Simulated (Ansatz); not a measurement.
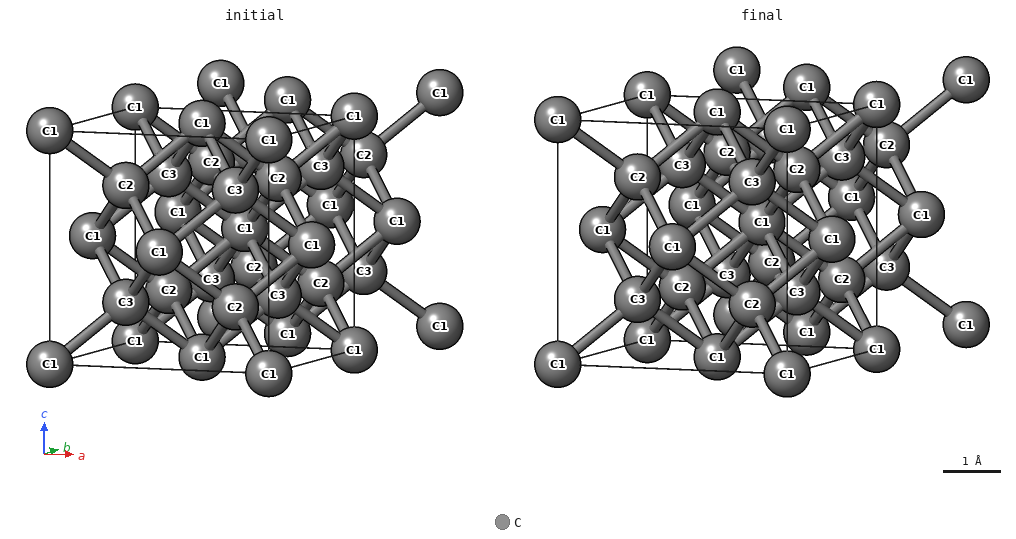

The structure of crystalline C (a generated structure, set up in Fm-3m) (coarse preliminary run) before (left) and after (right) a relaxation, at one scale.

The picture is a ball-and-stick view of the conventional cell (4 times the calculation's cell), repeated 1 × 2 × 1 with one cell outlined, seen slightly off an axis. Lengths and directions refer to the drawn axes.

Computed with DFT PBE, scalar-relativistic, plane waves, PAW (Ansatz 0.2.0). (plane-wave cutoff 420 eV; k-point mesh 8 × 8 × 8; occupations gaussian; smearing width 0.1 eV; no spin polarisation; cell and atoms relaxed; force threshold 0.04 eV/Å; at most 70 steps)

Summarise the run.

Answer. The energy falls by 85.9 meV per atom in 3 accepted moves (5 points after the start). All forces vanish by symmetry, so only the cell relaxes. Pressure: 33.09 GPa at the start and 0.14 GPa at the end. At 2 points the geometry stayed and the basis and grid were re-selected for the new cell (energy shift of 6.6 meV per atom at most each time). No atom moves by more than 0.005 Å relative to the cell. The drawn cell changes as follows: a = b = c 4.137 → 4.332 Å (+4.7 %); the volume changes by +14.8 %. Some distances before and after: C1–C2 1.791 → 1.876 Å. The space group stays Fm-3m (No. 225). The run took 2.6 s on 1 thread of Arm Neoverse V2, with other jobs on the host, peak memory 0.26 GiB.
